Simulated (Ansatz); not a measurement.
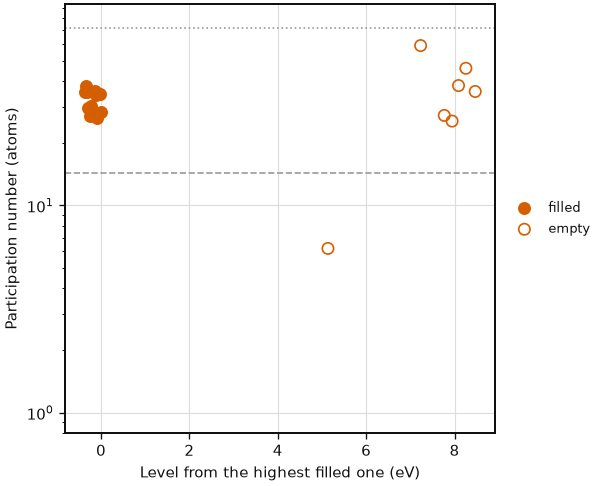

Levels near the gap of a 72-atom cell against the number of atoms over which each spreads (dotted: all atoms; dashed: a fifth of them). Host SiO₂ with a vacancy of O and interstitial H. System: Si24O47H (defect cell), 72 atoms in the cell, cell charge +1 e. Level of theory: DFT, r2SCAN, PAW, plane waves, one k point, (0.25, 0.25, 0.25), 500 eV cutoff; code Ansatz.

1 of the 19 levels shown spreads over less than a fifth of the cell: 5.14 eV (empty, over about 6 atoms, mostly Si). The lowest empty level lies 5.14 eV above the highest filled one.

One k point in a finite cell, so levels carry errors of tenths of an eV.
